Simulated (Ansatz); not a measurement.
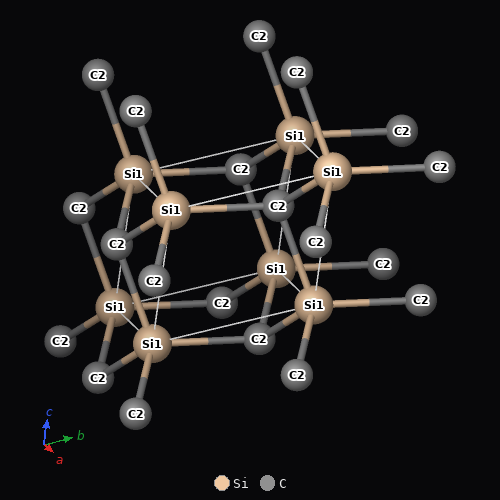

The system is SiC (F-43m, No. 216; 2 atoms in the cell); the picture shows the reference structure. The energy is mapped over volume and the cell's shape. Coordinates scanned: (1) volume per atom; (2) length along [111] over the lengths across it, relative to the cubic cell. Nothing is relaxed (fractional coordinates fixed). Grid: 7 × 7 points. Points are written as (first, second). All energies are given in meV/atom relative to the lowest grid point. Theory: DFT PBE, scalar-relativistic, plane waves, PAW (Ansatz). Settings: cutoff 520 eV, k-mesh 12×12×12, gaussian smearing 0.05 eV, no spin polarisation.

Its coordinates:

```
CELL_PARAMETERS angstrom
0.00000 2.18983 2.18983
2.18983 0.00000 2.18983
2.18983 2.18983 0.00000
ATOMIC_POSITIONS crystal
Si 0.00000 0.00000 0.00000
C 0.75000 0.75000 0.75000
```

Range: volume per atom from 9.24 to 11.76 Å³; length along [111] over the lengths across it, relative to the cubic cell from 0.923 to 1.083.

**What landscape does the calculation give?**

The lowest grid point is at (10.50 Å³, 1.000). It is the only kind of minimum in the scanned range. The highest grid point, (9.24 Å³, 0.923), lies 219 meV/atom above the lowest. Round the minimum the two coordinates are nearly uncoupled. The gap on the k-mesh is 1.4 eV at the lowest point and runs from 0.8 to 1.5 eV over the map.

```
second ↓, first →  9.24  9.66  10.08  10.50  10.92  11.34  11.76
            1.083   211   133     88     71     77    101    141
            1.055   163    88     46     32     40     67    109
            1.027   134    60     21      8     18     46     90
            1.000   124    51     12      0     10     39     83
            0.974   134    61     21      8     18     47     90
            0.948   165    90     48     34     42     69    111
            0.923   219   140     94     77     82    106    146
```

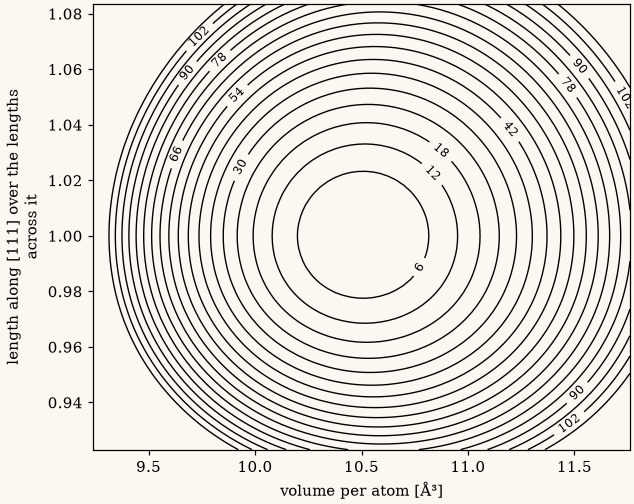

Drawn: contour lines labelled in meV/atom (none above 108). Between grid points the surface is interpolated.

The whole map (49 points run) took 6.6 min on 1 thread of Arm Neoverse N1 (shared host).

PAW datasets: the set soft_1.
